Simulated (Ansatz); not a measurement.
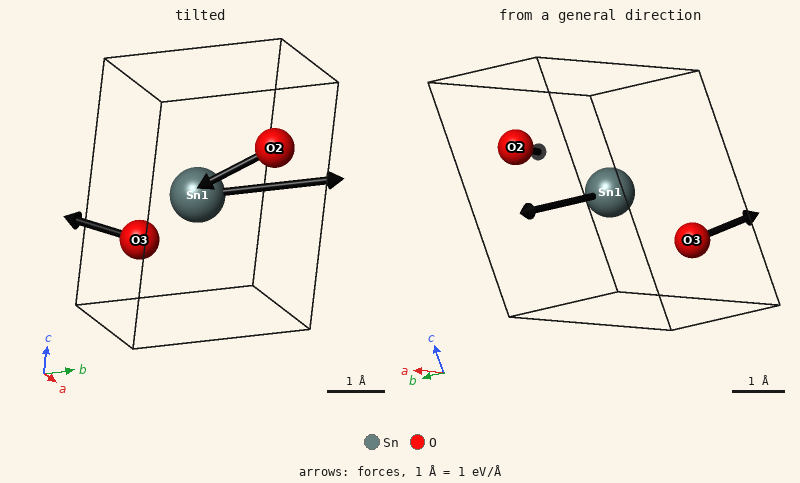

The image is a spheres-only drawing of a crystal, viewed slightly off an axis and from a general direction. The cell (the run's own, in a reduced setting) is outlined; an atom on or near a face, edge or corner is repeated at each equivalent position. The arrows are the computed forces on the atoms.

System: SnO₂. All computed values are from DFT LDA, scalar-relativistic, plane waves, PAW (Ansatz). Settings: a cutoff energy of 420 eV, k-points about 0.19 Å⁻¹ apart, Gaussian smearing of 0.05 eV, no spin polarisation.

**Is this an equilibrium geometry?**

No. The atoms still feel forces of up to about 2.2 eV/Å, far above a usual threshold of 0.01 to 0.03 eV/Å.

**Which atom has the biggest force on it?**

Sn1, about 2.2 eV/Å.

**Mean force by element?**

Mean magnitudes: about Sn 2.2 eV/Å, O 1.2 eV/Å.

It goes back to a structure listed in the Materials Project. The cell was then strained or its atoms displaced on purpose. It went into a calculation with Ansatz.
